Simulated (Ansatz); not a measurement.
**Single-point calculation of NiSi (part 1 of 2)**

System: NiSi (Pmmn, 4 atoms in the cell).
Method: DFT, PBE, PAW with Ansatz's default frozen-core files, scalar-relativistic, spin-polarised (Ansatz 0.2.0).

The structure derives from an entry of the Crystallography Open Database. Its volume is 1.10 times that of the source entry. It belongs to a series of runs on one base structure; here: volume scaled by 1.1, PAW files. Figures and captions count atoms from 1; the log counts them from 0 in places.

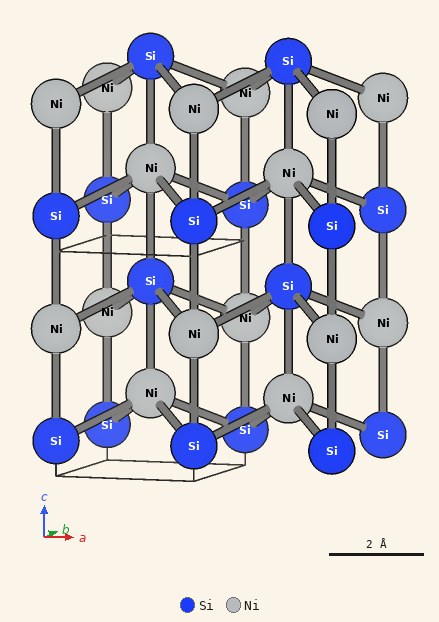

*The input geometry (ball-and-stick view of the cell of the calculation, repeated 2 × 1 × 2, seen slightly off an axis).*

Input file:
```yaml
crystal:
  lattice:
    - [3.124319643, 0.0, 0.0]
    - [0.0, 3.379168958, 0.0]
    - [0.0, 0.0, 4.8494042352]
  atoms:
    - { symbol: Si, position: [0.5, 0.5, 0.8423] }
    - { symbol: Si, position: [0.0, 0.0, 0.1577] }
    - { symbol: Ni, position: [0.5, 0.5, 0.34422], spin: 1.5 }
    - { symbol: Ni, position: [0.0, 0.0, 0.65578], spin: 1.5 }
magnetization:
  spin_polarized: true
kpoints:
  mp_grid: { grid: [11, 10, 7] }
scf:
  occupations: { method: fermi_dirac, width: 0.08 }
  lower_state_search: "off"
hamiltonian:
  xc: pbe
  pseudopotentials: { kind: paw }
output:
  forces: true
  stress: true
  eigenvalues: true
  populations: true
  write_density: true
  write_potential: true
  elf: true
  volumetric_format: npy
```

Launched with:
```bash
ansatz run input.yaml --threads 2 --pin off --max-ram 6144MiB --backend cpu --events-out ev --progress --plain --runs-dir out
```

Log:
```
Engine: ansatz 0.2.0, aarch64-unknown-linux-gnu
Pseudopotentials: kind: paw
Pseudopotential: Si, paw, valence charge 4, recommended cutoff 420 eV (normal), Si.paw.azcp
Pseudopotential: Ni, paw, valence charge 18, recommended cutoff 420 eV (normal), Ni.paw.azcp
Functional definition: PBE
  parameter kappa = 0.804
  parameter beta = 0.06672455060314922
  exchange = pbe_x(kappa = kappa, mu = beta*pi^2/3)
  correlation = pbe_c(beta = beta)
Crystal: 4 atoms, lattice volume = 51.198 Å³
Basis set: ecut = 420 eV, 1001 PW (Γ), exchange–correlation on 48×48×72 points (8 copies of the dense FFT grid, shifted against one another)
Bands: 29, of which v1, the nominal top of the filled ones, is band 22 counted from 1 (21 counted from 0)
Symmetry: 8 space group operations
Space group: Pmmn (ITA 59), of the structure as read, at distance tolerance 3.7e-5 Å
Magnetic group: BNS 59.405 (UNI 503), of the structure as read, at distance tolerance 3.7e-5 Å
k-points: 144 of 770
Non-local potential: Si, projectors of the file, l = 0: 2, l = 1: 2, l = 2: 2
Non-local potential: Ni, projectors of the file, l = 0: 3, l = 1: 2, l = 2: 3, l = 3: 1
PAW form: soft (Blöchl's): semilocal exchange-correlation on the pseudo side does not see the compensation charge
PAW one-centre angular grid: Si, 110 points (default); XC on 64 Gauss nodes
PAW one-centre angular grid: Ni, 590 points (default); XC on 64 Gauss nodes
Initial density: superposition of atomic densities (chi_scale 0.1, normalization cell)
Starting moments: Σ|m| = 3 μB on 2 of 4 sites
Initial wavefunctions: pseudopotential atomic-orbital guess
Functional: x = pbe(κ = 0.804, μ = 0.2195149727645171), c = pbe(β = 0.06672455060314922)
SCF iter   1: F=—  HF=-12952.928240 eV  |F-HF|=—  |Δ(HF+E_count)|=         —  Δρ=1.61e-1 (↑4.97e-2 ↓1.61e-1)  dr2=7.23e0  dr2_m=4.90e0  M=0.445 μB ∫|m|=0.755 μB  β_m=0.30  ethr=3.10e-3  ⟨swp⟩=5.5  Hψ=32321  notcnv=0
preconditioner: auto → Kerker (q_TF=auto, 2.660 Å⁻¹)  [metal: Δε(μ)=0.013 eV  Ē_g=8.545 eV  σ=0.080 eV  W_gap=0.04  n_scr=16 (ndim 8)  ℏωp=27.5 eV  f_vac=0.000  D(μ)=0.99/eV (n_scr^D=4)]
spin=Collinear: Kerker preconditioning applied to the charge; magnetization (m = ρ↑ − ρ↓) channel mixes plain (no charge-response kernel on spin).
SCF iter   2: F=—  HF=-12952.605878 eV  |F-HF|=—  |Δ(HF+E_count)|=   3.22e-1  Δρ=8.65e-2 (↑8.65e-2 ↓6.29e-2)  dr2=5.90e-1  dr2_m=2.48e0  M=0.398 μB ∫|m|=0.780 μB  β_m=0.30  ethr=3.10e-3  ⟨swp⟩=2.9  Hψ=16776  notcnv=0  defer=339
SCF iter   3: F=—  HF=-12952.618156 eV  |F-HF|=—  |Δ(HF+E_count)|=   1.23e-2  Δρ=6.80e-2 (↑4.93e-2 ↓6.80e-2)  dr2=7.34e-1  dr2_m=1.55e0  M=0.329 μB ∫|m|=0.623 μB  β_m=0.30  ethr=1.34e-3  ⟨swp⟩=2.3  Hψ=14851  notcnv=0  defer=313
SCF iter   4: F=—  HF=-12952.539026 eV  |F-HF|=—  |Δ(HF+E_count)|=   7.91e-2  Δρ=5.49e-2 (↑5.49e-2 ↓3.12e-2)  dr2=2.32e-1  dr2_m=8.63e-1  M=0.295 μB ∫|m|=0.572 μB  β_m=0.30  ethr=1.34e-3  ⟨swp⟩=2.8  Hψ=14354  notcnv=0  defer=313
SCF iter   5: F=—  HF=-12952.587120 eV  |F-HF|=—  |Δ(HF+E_count)|=   4.81e-2  Δρ=3.90e-2 (↑3.90e-2 ↓3.03e-2)  dr2=3.15e-2  dr2_m=5.62e-1  M=0.239 μB ∫|m|=0.471 μB  β_m=0.30  ethr=5.27e-4  ⟨swp⟩=2.1  Hψ=12171  notcnv=0  defer=290
SCF iter   6: F=—  HF=-12952.620221 eV  |F-HF|=—  |Δ(HF+E_count)|=   3.31e-2  Δρ=2.88e-2 (↑2.88e-2 ↓2.68e-2)  dr2=3.24e-3  dr2_m=3.62e-1  M=0.194 μB ∫|m|=0.394 μB  β_m=0.30  ethr=7.15e-5  ⟨swp⟩=2.4  Hψ=12221  notcnv=0  defer=290
Mixer restart at iter 6: flushing history
spin-set hold released at iteration 6 (site moments contracting): the magnetisation degrees of freedom join the quasi-Newton model from the next iteration; the mixer history was flushed
SCF iter   7: F=—  HF=-12952.642116 eV  |F-HF|=—  |Δ(HF+E_count)|=   2.19e-2  Δρ=2.36e-2 (↑2.14e-2 ↓2.36e-2)  dr2=1.33e-3  dr2_m=2.38e-1  M=0.157 μB ∫|m|=0.327 μB  β_m=0.55  ethr=7.36e-6  ⟨swp⟩=1.8  Hψ=11049  notcnv=0  defer=290
SCF iter   8: F=—  HF=-12952.721397 eV  |F-HF|=—  |Δ(HF+E_count)|=   7.93e-2  Δρ=2.06e-2 (↑2.06e-2 ↓1.01e-2)  dr2=3.14e-1  dr2_m=1.31e-2  M=0.039 μB ∫|m|=0.102 μB  β_m=0.44  ethr=3.03e-6  ⟨swp⟩=3.6  Hψ=20703  notcnv=0  defer=290
SCF iter   9: F=—  HF=-12952.683984 eV  |F-HF|=—  |Δ(HF+E_count)|=   3.74e-2  Δρ=1.33e-3 (↑8.78e-4 ↓1.33e-3)  dr2=8.42e-4  dr2_m=4.17e-4  M=-0.001 μB ∫|m|=0.033 μB  β_m=0.63  ethr=3.03e-6  ⟨swp⟩=3.1  Hψ=20679  notcnv=0  defer=274
SCF iter  10: F=—  HF=-12952.684420 eV  |F-HF|=—  |Δ(HF+E_count)|=   4.36e-4  Δρ=5.64e-4 (↑4.58e-4 ↓5.64e-4)  dr2=5.69e-5  dr2_m=1.14e-4  M=0.001 μB ∫|m|=0.018 μB  β_m=0.81  ethr=1.91e-6  ⟨swp⟩=2.1  Hψ=11679  notcnv=0  defer=270
SCF iter  11: F=—  HF=-12952.684685 eV  |F-HF|=—  |Δ(HF+E_count)|=   2.65e-4  Δρ=6.28e-4 (↑6.28e-4 ↓4.56e-4)  dr2=4.05e-4  dr2_m=5.04e-6  M=0.000 μB ∫|m|=0.004 μB  β_m=0.81  ethr=1.29e-7  ⟨swp⟩=2.0  Hψ=13535  notcnv=0  defer=270
SCF iter  12: F=—  HF=-12952.684649 eV  |F-HF|=—  |Δ(HF+E_count)|=   3.63e-5  Δρ=4.93e-5 (↑3.95e-5 ↓4.93e-5)  dr2=2.37e-6  dr2_m=5.96e-8  M=0.000 μB ∫|m|=0.001 μB  β_m=0.91  ethr=1.29e-7  ⟨swp⟩=2.6  Hψ=13983  notcnv=0  defer=270
SCF iter  13: F=—  HF=-12952.684653 eV  |F-HF|=—  |Δ(HF+E_count)|=   4.12e-6  Δρ=2.07e-5 (↑1.01e-5 ↓2.07e-5)  dr2=3.19e-7  dr2_m=2.12e-8  M=0.000 μB ∫|m|=0.000 μB  β_m=0.95  ethr=5.39e-9  ⟨swp⟩=1.3  Hψ=9396  notcnv=0  defer=270
iter 14 did not close the SCF: its close was put off for a magnetic moment that had not settled (scf_convergence_deferred on its scf_iter line)
SCF iter  14: F=-12952.684653 eV  HF=-12952.684653 eV  |F-HF|=3.67e-10  |Δ(HF+E_count)|=   1.31e-9  Δρ=1.30e-6 (↑9.79e-7 ↓1.30e-6)  dr2=6.45e-10  dr2_m=4.01e-10  M=0.000 μB ∫|m|=0.000 μB  β_m=0.95  ethr=2.27e-10  ⟨swp⟩=11.1  Hψ=53373  notcnv=0
SCF iter  15: F=-12952.684653 eV  HF=-12952.684653 eV  |F-HF|=2.55e-11  |Δ(HF+E_count)|=  4.37e-10  Δρ=2.31e-7 (↑2.18e-7 ↓2.31e-7)  dr2=5.72e-11  dr2_m=1.48e-11  M=0.000 μB ∫|m|=0.000 μB  ethr=1.47e-12  ⟨swp⟩=4.7  Hψ=41205  notcnv=0
WARN: the starting moments were not kept: the SCF closed with an absolute magnetisation of 5.2e-6 μB, where they sum to 3 μB in size (2 sites). That is at most 0.1 of that sum. Measured as dr2_m measures the in/out step, that magnetisation stands 1.0e-11 eV from none, at or under the dr2_threshold of 1.0e-7 eV: it is no larger than a step whose dr2_m would equal this threshold. The system may hold no moment; this SCF shows only that its start led to no more than that. To try another start: raise the starting moments (crystal.atoms[].spin, magnetization.per_species, magnetization.initial_magnetization, or on a non-collinear deck that types none of these the spinor_matrix: blocks that start its atoms; where the total moment is fixed, keep their sum and leave initial_magnetization as it is; typed ones take the place of any that the run laid by itself, positive ones on a crystal's lanthanoids without a Hubbard term where scf.initial_density.shell_occupations: [] is typed) or, if the notice of its spin-set hold's release reads "site moments contracting" or "site moments show no strong build", lengthen the hold (scf.mixing.spin_hold: { on: { confirm: 4 } }; for m-r²SCAN on two components see the key's manual first). Each may lead to a state that holds a moment. A second SCF, from the converged charge density, with the starting moments and any scf.initial_density.shell_occupations laid on it anew, would have followed, and was not run: the deck does not ask for one (magnetization.retry_lost_moments is false, the default). To let it run, set magnetization.retry_lost_moments: true and run the deck again, where that key's refused combinations let it; where memory then withholds it, that run's warning says so.
SCF 1 converged in 15 iterations: F = -12952.684653 eV  dr2 = 5.72e-11
  greatest PAW one-centre occupation: 1.001 electrons in one spin orbital (limit 2), on the Ni atom at site 3 (counted from 0), in its partial waves of l = 1
```

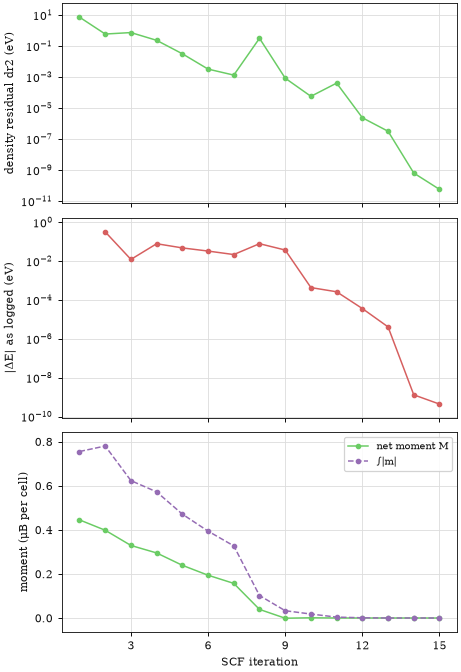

*Convergence of the self-consistent field: density residual dr2, size of the energy change and magnetic moment against the SCF iteration.*

The residual falls unevenly and jumps up by a factor of two or more 2 times on the way down. The net moment goes from 0.4 to 0.0 μB per cell, and ∫|m| falls to zero.

```
SCF converged after 15 iterations
Magnetization: 0.0000 μB (22.0000 up, 22.0000 down)
Absolute magnetization: 0.0000 μB (∫|ρ↑−ρ↓|, with the PAW one-centre terms)
Spin contamination: 0.0000 ħ² per cell (⟨S²⟩ above its minimum at these occupations)
Per-site moments (μB) at R_I (Å): [(4.3146674615918045e-7, 0.9963488953557214), (4.3146674587262963e-7, 0.9963488953557215), (-1.1632354769817113e-6, 0.9963488953557214), (-1.163235476729293e-6, 0.9963488953557215)]
Free energy (F): -12952.684653 eV
Harris-Foulkes:  -12952.684653 eV  (|F-HF|=2.55e-11)
Internal energy: -12952.653389 eV  (E = F + TS)
E sigma→0 (E₀):  -12952.669021 eV
Entropy (-TS):   -0.031264 eV (-7.816 meV/atom)
Fermi energy:    13.895404 eV
--- Per-component energies (eV) ---
  E_band       = -675.601042
  E_kinetic    = 648.807072
  E_local      = -9216.348241  (includes V_loc(G=0)·N_el)
  E_nonlocal   = 1323.246668
  E_hartree    = 3973.109830
  E_xc         = -281.035963
  E_vxc        = -313.748560  (∫ρ·V_xc dr)
  E_paw        = -4288.897151  (= ΣΔE_a)
  E_vpaw       = -1063.778487  (= ΣTr[D̂ρ^β])
  E_aug_tail   = 0.000956  (compensation charges beyond the density's cutoff)
  E_ewald      = -5111.536562
  E_smearing   = -0.031264  (= −TS)
  E_closure    = 0.000000  (closes the sum)
  Σ components = -12952.684653   (vs F -12952.684653, Δ=0.00e0)
--- Forces (eV/Å), atoms counted from 1 ---
  atom   1  Si     0.00000000     0.00000000    -0.09210190
  atom   2  Si     0.00000000     0.00000000     0.09210190
  atom   3  Ni     0.00000000     0.00000000    -0.31321675
  atom   4  Ni     0.00000000     0.00000000     0.31321675
  max |Σ_I F_I| component: 0.00e0 eV/Å
--- Stress (GPa, compression-positive) ---
      -11.336893       0.000000       0.000000
        0.000000     -12.508307       0.000000
        0.000000       0.000000     -15.646771
  P = ⅓ Tr σ = -13.1640 GPa (-131.640 kbar)
--- Band table (eV; the first three rows and the last of 288) ---
  k-point 0 ↑: bands = ["-89.7292", "-89.7238", "-50.2366", "-50.2189", "-50.1234", "-50.0993", "-50.0590", "-50.0393", "0.9347", "6.2938", "8.0320", "10.3714", "10.8293", "11.3340", "11.4722", "11.5732", "11.6781", "11.7029", "11.9139", "12.2356", "12.2365", "12.9760", "14.6427", "16.3681", "18.8172", "18.8892", "20.1152", "21.0121", "21.7659"]
  k-point 1 ↑: bands = ["-89.7292", "-89.7238", "-50.2366", "-50.2190", "-50.1234", "-50.0993", "-50.0590", "-50.0393", "1.0354", "5.7044", "8.4158", "10.4062", "10.7891", "11.3322", "11.4788", "11.5802", "11.6321", "11.6742", "11.8480", "12.2293", "12.6164", "13.2708", "14.8581", "16.2813", "18.2406", "18.8695", "19.6534", "20.3546", "22.4031"]
```
